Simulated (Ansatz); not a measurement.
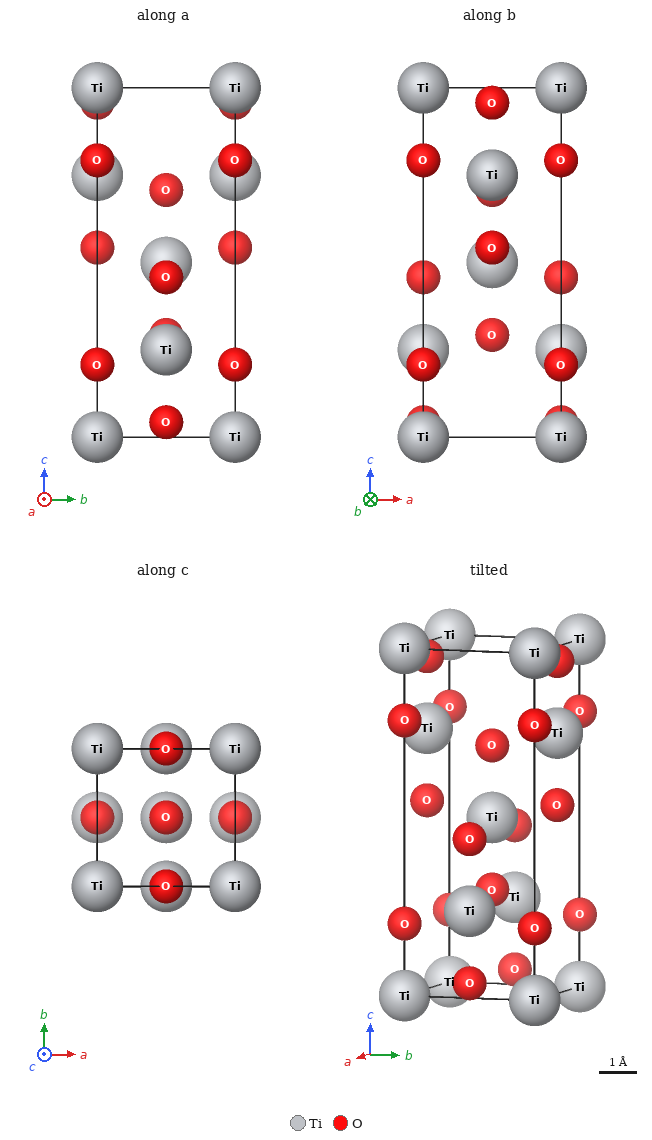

View along the a axis, along the b axis, along the c axis and slightly off an axis, drawn as a spheres-only model. The conventional unit cell is outlined; an atom on or near a face, edge or corner is repeated at each equivalent position.

Lattice parameters: a = 3.770 Å, b = 3.770 Å, c = 9.553 Å, α = 90.00°, β = 90.00°, γ = 90.00°. Put a along x and b in the xy plane.

> Convert the drawing into a POSCAR file.

```
Ti O
1.0
     3.770    0.000    0.000
     0.000    3.770    0.000
     0.000    0.000    9.553
Ti O
4 8
Direct
  0.0000 0.5000 0.2500
  0.0000 0.0000 0.0000
  0.5000 0.0000 0.7500
  0.5000 0.5000 0.5000
  0.0000 0.5000 0.0425
  0.5000 0.5000 0.2925
  0.0000 0.0000 0.2075
  0.0000 0.5000 0.4575
  0.5000 0.0000 0.5425
  0.0000 0.0000 0.7925
  0.5000 0.5000 0.7075
  0.5000 0.0000 0.9575
```

The model was built from a structure type filled with these elements by a generator (whether the compound takes this form wasn't checked). Earlier steps of the study may have refined or changed the cell and positions. Ansatz was used for an electronic-structure calculation on it.
